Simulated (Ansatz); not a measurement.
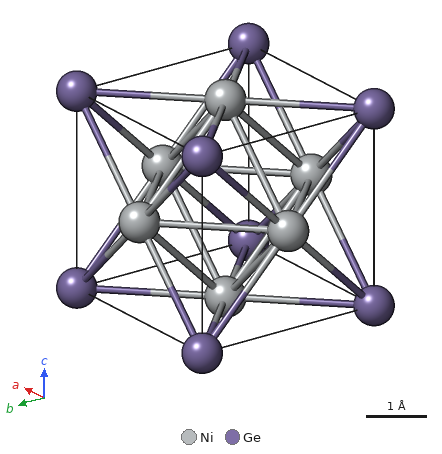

A ball-and-stick rendering, viewed from a general direction. The simulation cell is drawn as a box.

Input
```yaml
crystal:
  lattice:
    - [3.594047811, 0.0, 0.0]
    - [0.0, 3.594047811, 0.0]
    - [0.0, 0.0, 3.594047811]
  atoms:
    - { symbol: Ni, position: [0.5, 0.0, 0.5] }
    - { symbol: Ni, position: [0.0, 0.5, 0.5] }
    - { symbol: Ni, position: [0.5, 0.5, 0.0] }
    - { symbol: Ge, position: [0.0, 0.0, 0.0] }
basis:
  ecutwfc: 420
kpoints:
  mp_grid: { grid: [12, 12, 12] }
hamiltonian:
  xc: pbesol
scf:
  occupations: { method: gaussian, width: 0.1 }
output:
  forces: true
  stress: true
  eigenvalues: true
```
Run as:
```sh
ansatz run input.yaml --threads 1 --pin off --max-ram 2560MiB --backend cpu --events-out ev --progress --plain --runs-dir out
```

All computed values are from Ansatz 0.2.0, DFT PBEsol, scalar-relativistic, plane waves, PAW. Settings: a basis cut at 420 eV, k-grid 12×12×12, Gaussian smearing of 0.1 eV, no spin polarisation (a spin-restricted run, not always the ground state).

Question: Is it conducting or gapped at this level?

Answer: A metal: bands cross the Fermi level.

Question: What is the computed pressure?

Answer: The computed pressure is -11.1 GPa (stretched: it would shrink).

The model was built from a structure listed in the Materials Project. The cell was then strained or its atoms displaced on purpose. A calculation with Ansatz used it as input.

At this level of theory the cell isn't at rest (stretched, at -11 GPa), so its distances can differ from those at equilibrium, the more so the softer the solid.
